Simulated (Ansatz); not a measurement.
The structure in question:

Space group P6_3/mmc (No. 194). a = 2.759 Å, b = 2.759 Å, c = 4.781 Å, α = 90.00°, β = 90.00°, γ = 120.00°
```csv
atom,site,symmetry,x,y,z
Pt,2c,-6m2,0.6667,0.3333,0.7500
```

### Summarise the structure in words.

The element is platinum. Space group P6_3/mmc (No. 194), lattice primitive hexagonal. This arrangement goes by the name hexagonal close-packed (Mg type). The cell holds two atoms. Pt is linked to twelve Pt in an anticuboctahedral arrangement at 2.76 to 2.87 Å. The bonds build a three-dimensional framework.

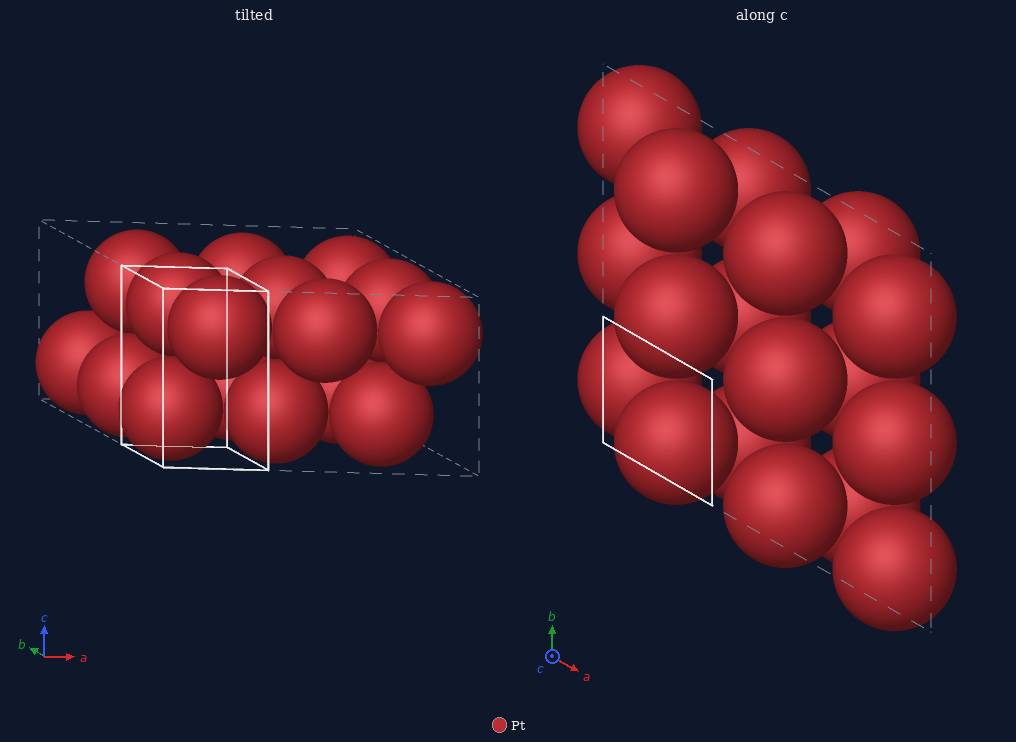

Space-filling representation of a periodic structure, projected slightly off an axis and along the c axis. A 3×3×1 array of cells is drawn; the conventional unit cell has the solid edges.

Starting structure: a structure listed in the Materials Project. It is drawn as it came out of a relaxation with DFT PBE, scalar-relativistic, plane waves, PAW in Ansatz 0.2.0.
